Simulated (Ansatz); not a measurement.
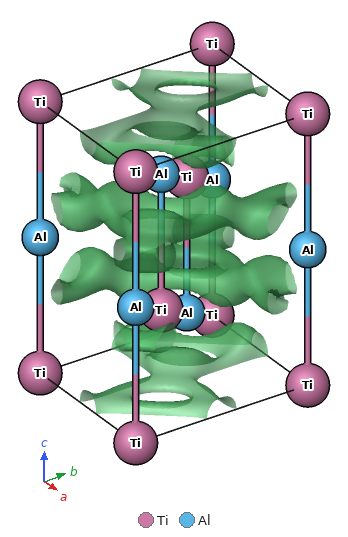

Figure. TiAl. Isosurface of the ELF at 0.65 (green), seen slightly off an axis. Only the valence region is drawn (cores and ρ < 0.01 e/Å³ removed). Sticks mark near contacts.

Space group R-3m; a structure from a database of computed crystals, not necessarily the ambient phase; computed pressure about 3 GPa in this cell; computed without spin polarisation.

Method: DFT r2SCAN, scalar-relativistic, plane waves, PAW (Ansatz).

```xyz
6
Lattice="3.3560 -3.3560 0.0000 0.0000 3.3560 -3.3560 2.8526 2.8526 2.8526" Properties=species:S:1:pos:R:3 pbc="T T T"
Ti    0.0000    0.0000    0.0000
Ti    3.1882   -0.1678   -0.1678
Ti    3.0204    3.0205   -0.3356
Al    1.5941    1.5941   -1.7619
Al    1.4263    1.4263    1.4263
Al    4.6145    1.2585    1.2585
```

Q: Where are the electrons localised?

A: The ELF exceeds this value in sheets that run through the cell in two directions, counted in one cell of 6 atoms. Regions shared between cells count once.

Values along the shortest contacts:
Ti–Al (2.47 Å): the ELF is about 0.35 at the midpoint.

Q: Metal or insulator at this level of theory?

A: It is metallic or semimetallic at this level of theory: no gap opens.
